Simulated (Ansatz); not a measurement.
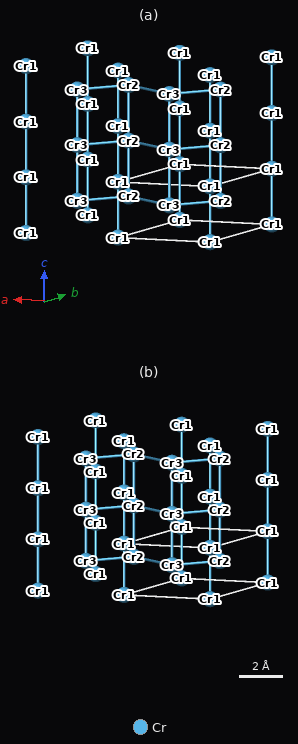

The structure of a crystal of Cr (built on the omega_191 type) (coarse preliminary run) before (top) and after (bottom) a relaxation, at one scale.

Style: ball-and-stick. Shown: the cell of the calculation, repeated 2 × 1 × 3 with one cell outlined, from a free direction.

Case: omega type (P6/mmm, No. 191).

Level of theory: DFT r2SCAN, scalar-relativistic, plane waves, PAW (Ansatz 0.2.0).

Input file:
```yaml
crystal:
  lattice:
    - [4.4123933397, 0.0, 0.0]
    - [-2.2061966698, 3.8212447236, 0.0]
    - [0.0, 0.0, 2.7049889604]
  atoms:
    - { symbol: Cr, position: [0.0, 0.0, 0.0], spin: 3.42 }
    - { symbol: Cr, position: [0.3333333333, 0.6666666667, 0.5], spin: 0.52 }
    - { symbol: Cr, position: [0.6666666667, 0.3333333333, 0.5], spin: 0.52 }
basis:
  ecutwfc: 500
kpoints:
  mp_grid: { grid: [6, 6, 6] }
hamiltonian:
  xc: r2scan
scf:
  occupations: { method: gaussian, width: 0.1 }
  lower_state_search: "off"
output:
  forces: true
  stress: true
  eigenvalues: true
  populations: true
magnetization:
  spin_polarized: true
relax:
  adjacent_minimum: "off"
  f_tol: 0.04
  max_steps: 70
  cell: { stress_tol: 0.4 }
```

### Describe what moved and what it gained.

No atom moves by more than 0.005 Å relative to the cell. Cell: a = b 4.412 → 4.126 Å (−6.5 %), c 2.705 → 2.488 Å (−8.0 %). Volume −19.6 %. Among the contacts that change: Cr1–Cr1 2.705 → 2.488 Å, Cr1–Cr2 2.884 → 2.687 Å, Cr2–Cr3 2.547 → 2.382 Å. The space group stays P6/mmm (No. 191). Over 4 accepted moves (5 points after the start) the energy falls by 280 meV per atom. All forces vanish by symmetry, so only the cell relaxes. Pressure: −25.44 GPa at the start and −0.07 GPa at the end. The SCF was repeated once at an unchanged geometry on a basis and grid sized afresh for the cell, which shifted the energy by 0.7 meV per atom at most. The run took roughly 80 core-seconds on a shared host.

Limits of the set-up: the k-point mesh is coarse for a cell with partly filled bands.
